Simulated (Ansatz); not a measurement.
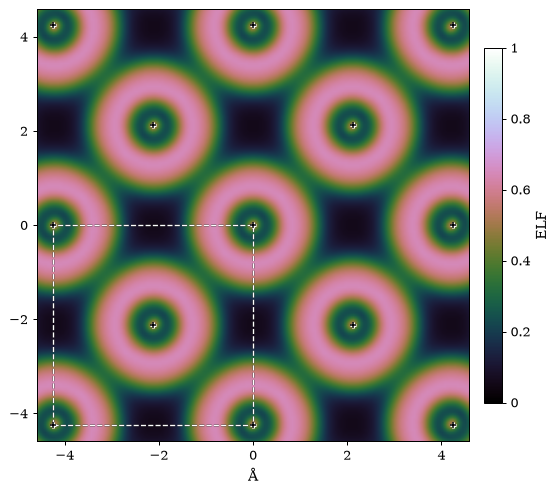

The ELF on a plane through atoms (crosses mark nuclei in the plane).

Computed with DFT, r2SCAN, plane waves (500 eV) with PAW, fully relativistic with spin-orbit coupling (Ansatz).

Candidates:
A. As, a = 4.24 Å, b = 4.24 Å, c = 4.24 Å, α = 90.00°, β = 90.00°, γ = 90.00°. Space group Fm-3m; set up as As, fcc; a generated structure, not necessarily the stable one.
B. Ti, a = 4.11 Å, b = 4.11 Å, c = 4.11 Å, α = 90.00°, β = 90.00°, γ = 90.00°. Space group Fm-3m; set up as Ti, fcc; a generated structure, not necessarily the stable one.

Q: Which candidate gave the map?

A: Candidate A: As on the (010) plane of the conventional cell, which holds As. As–As (3.00 Å): the ELF is about 0.30 at the midpoint.
